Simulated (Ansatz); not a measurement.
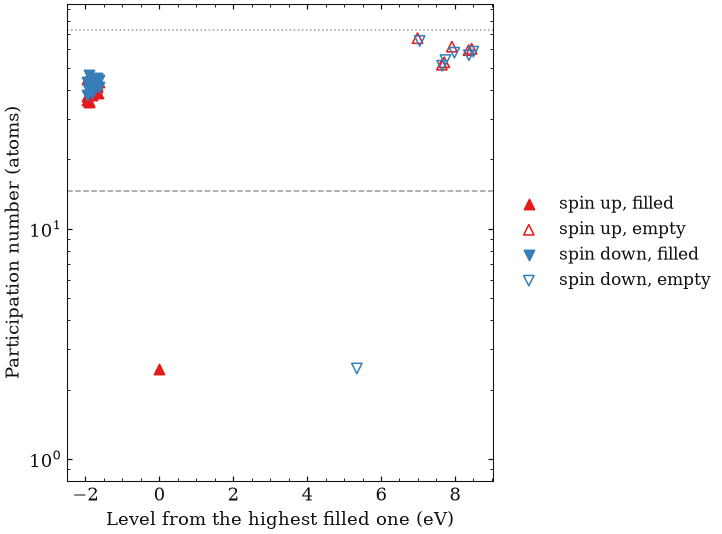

Levels near the gap of a 73-atom cell against the number of atoms over which each spreads (dotted: all atoms; dashed: a fifth of them). Host SiO₂ with interstitial H.

The material is Si$_{24}$O$_{48}$H (defect cell), 73 atoms in the cell; a = 9.90 Å, b = 9.90 Å, c = 10.89 Å, α = 90.00°, β = 90.00°, γ = 120.00°.

Ansatz 0.2.0; DFT, HSE06, PAW, plane waves, one k point, (0.25, 0.25, 0.25), 420 eV cutoff.

Q: Which of these levels are localised (under the dashed line)?

A: 2 of the 38 levels shown spread over less than a fifth of the cell: 0.00 eV (spin up, filled, over about 2 atoms, mostly H) and 5.35 eV (spin down, empty, over about 2 atoms, mostly H).

Q: What is the spin state?

A: The cell's moment is 1.0 μB.

Q: How far apart are the highest filled and the lowest empty level?

A: The lowest empty level lies 5.35 eV above the highest filled one.

One k point in a finite cell, so levels carry errors of tenths of an eV.
